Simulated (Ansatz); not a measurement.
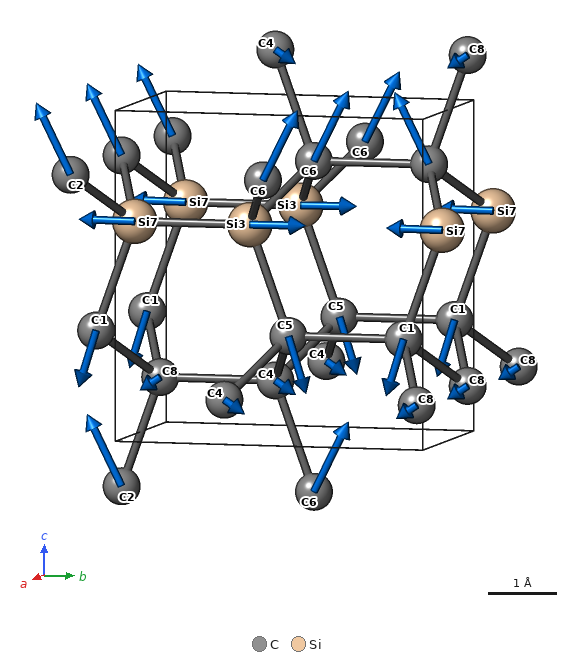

A relaxation of crystalline SiC3 (set up in Pmm2). The starting structure is drawn; blue arrows show the displacements (the part carried along by the change of the cell is left out), 5 times their true length.

A ball-and-stick model of the cell of the calculation, seen slightly off an axis.

Case: 6 of 8 Si sites taken by C, cell and atoms relaxed.

Theory: DFT PBE, scalar-relativistic, plane waves, PAW in Ansatz 0.2.0.

The input:
```yaml
crystal:
  lattice:
    - [-1.4232610276, -2.4651604123, 0.0]
    - [0.0, 0.0, -4.7265594772]
    - [4.2697830829, -2.4651604123, 0.0]
  atoms:
    - { symbol: C, position: [0.0, 0.9372254156, 0.3333333333] }
    - { symbol: C, position: [0.5, 0.9372254156, 0.8333333333] }
    - { symbol: Si, position: [0.0, 0.4372254156, 0.6666666667] }
    - { symbol: C, position: [0.5, 0.4372254156, 0.1666666667] }
    - { symbol: C, position: [0.0, 0.5627745844, 0.3333333333] }
    - { symbol: C, position: [0.5, 0.5627745844, 0.8333333333] }
    - { symbol: Si, position: [0.0, 0.0627745844, 0.6666666667] }
    - { symbol: C, position: [0.5, 0.0627745844, 0.1666666667] }
basis:
  ecutwfc: 420
kpoints:
  mp_grid: { grid: [12, 8, 8] }
hamiltonian:
  xc: pbe
scf:
  occupations: { method: gaussian, width: 0.01 }
output:
  forces: true
  stress: true
  eigenvalues: true
relax:
  adjacent_minimum: "off"
  f_tol: 0.015
  max_steps: 60
  cell: { stress_tol: 0.15 }
```

Run as
```bash
ansatz run input.yaml --threads 1 --pin off --max-ram 2560MiB --backend cpu --events-out ev --progress --plain --runs-dir out
```

**Which element moves most?**

Carbon: up to 0.24 Å, against 0.17 Å for silicon.

**Describe the change and its energy.**

The energy falls by 4.918 eV per cell of the calculation in 8 accepted moves (10 points after the start). Largest force component: 15 eV/Å at the start, 0.0016 eV/Å at the end. Pressure: 24.26 GPa at the start and 0.00 GPa at the end. At 2 points the geometry stayed and the basis and grid were re-selected for the new cell (energy shift of 3.3 meV per cell of the calculation at most each time). The largest moves relative to the cell, 0.24 Å, are those of C2 and C6. C6 goes along [0 1 2]. Largest moves by element: C 0.24 Å, Si 0.17 Å. The volume changes by +1.2 %, with a 2.847 → 2.797 Å (−1.7 %), b 4.727 → 4.818 Å (+1.9 %), c 4.930 → 4.983 Å (+1.1 %). Near-neighbour distances that change, for instance: Si3–Si7 1.770 → 2.151 Å, Si3–Si7 (another image) 2.957 → 2.666 Å, C2–C8 1.747 → 1.547 Å, C2–C6 1.770 → 1.591 Å. Bond angles that change, for instance: C5–Si3–C6 109.1° → 118.5°, Si7–C2–Si7 109.1° → 100.0°, C6–Si3–C6 109.1° → 100.0°. The space group stays Pmm2 (No. 25). Cost: 4.2 min on 1 thread of Intel(R) Xeon(R) Platinum 8375C CPU @ 2.90GHz (Ice Lake) (shared host), peak memory 0.57 GiB.
